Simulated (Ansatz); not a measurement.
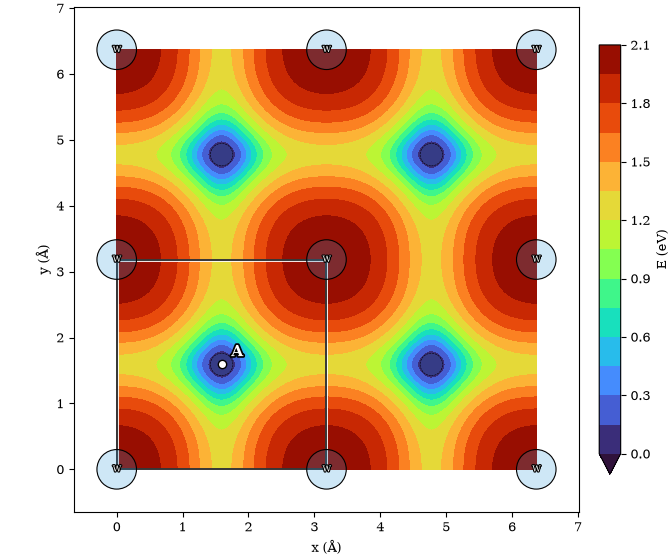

S on a W(100) slab cut from the Im-3m phase, its upper half relaxed before the scan (16 atoms of substrate and one adsorbate in a 2 × 2 cell). S is moved over the surface cell; relaxed at each place: the height of the adsorbate's atoms; substrate rigid; the origin of the map has the adsorbate above W13. Places are given modulo a cell vector. The map is drawn in real space over the plane of the surface. The scan uses an 8 × 8 grid; 15 points were computed and 49 follow by symmetry. Places are given in fractions of the 1 × 1 surface cell. Energies are in eV, from the lowest grid point. The calculation used Ansatz, DFT PBE, scalar-relativistic, plane waves, PAW. Settings: cutoff 420 eV, k-mesh 4×4×1, gaussian smearing 0.1 eV, no spin polarisation.

Drawn: filled contours, labelled circles for the atoms of the top layer and small ones for the second layer, the outline of one cell of the 2 × 2 shown, the point A. Between grid points the surface is interpolated.

> Find the lowest pass out of the well at A.

The easiest path leads from the well at a fourfold hollow over a second-layer W atom, (4/8, 4/8) of the cell vectors to its copy one period on. Its highest point lies about 1.3 eV above the bottom of the first well on the interpolated surface, at a bridge site between two W atoms, (0/8, 4/8) of the cell vectors. This is the barrier on the constrained surface; relaxing the other coordinates would change it.

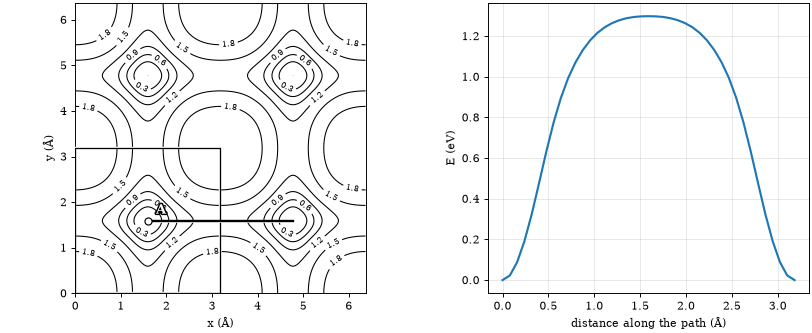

In the figure: contour lines labelled in eV, a line along the lowest path, the outline of one cell of the 2 × 2 shown, the energy along the path at the right. Between grid points the surface is interpolated.
